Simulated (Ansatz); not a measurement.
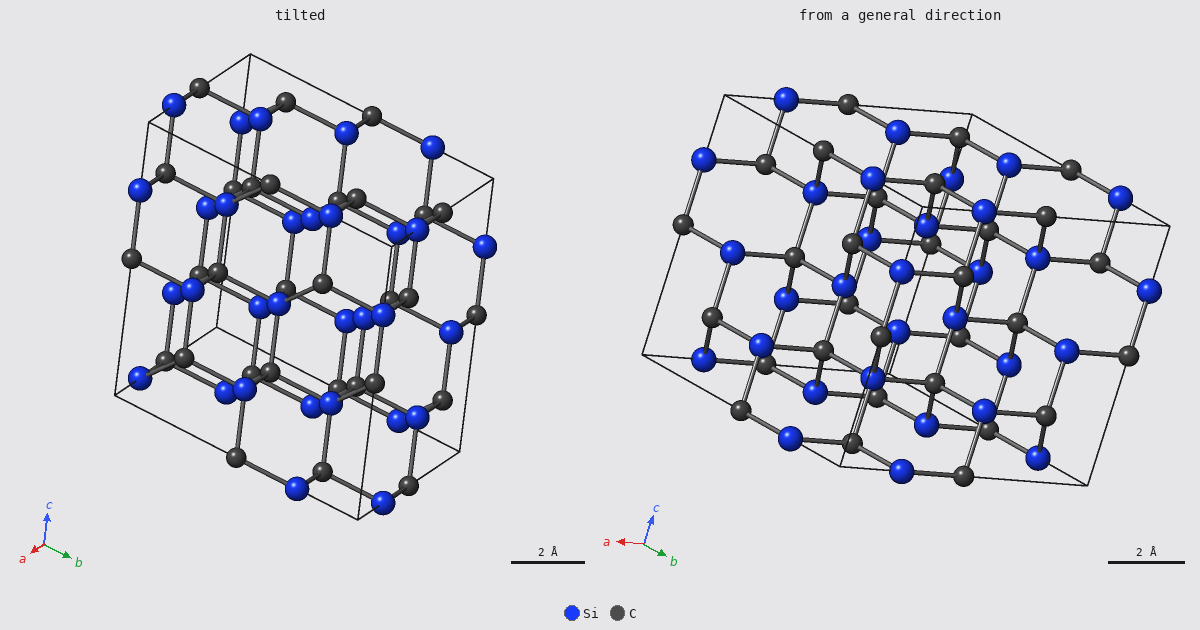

Drawn in the ball-and-stick manner and seen slightly off an axis and from a general direction. The supercell is drawn as a box. The host is SiC, in a cell of 32 sites, and the cell is neutral.

### What imperfection does the supercell contain?

A carbon vacancy. Around the empty site lie four Si at about 1.9 Å.

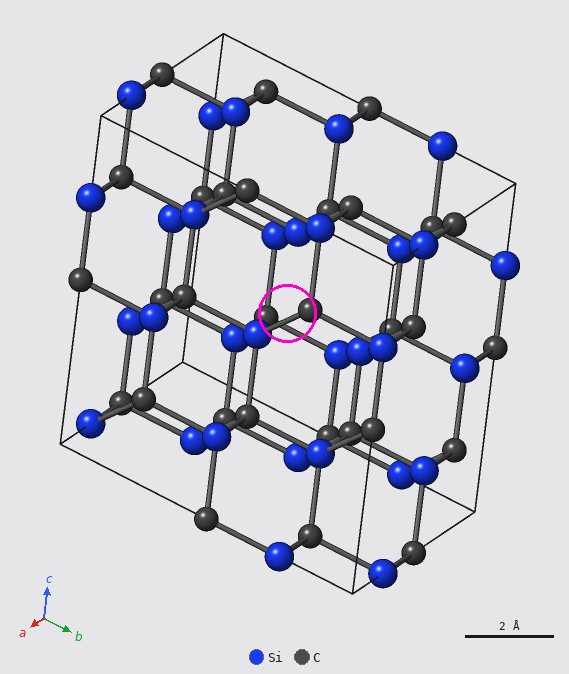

The same cell with a ring at the defect's site.

The atoms were relaxed in the host's cell with Ansatz, DFT PBE, scalar-relativistic, plane waves, PAW.
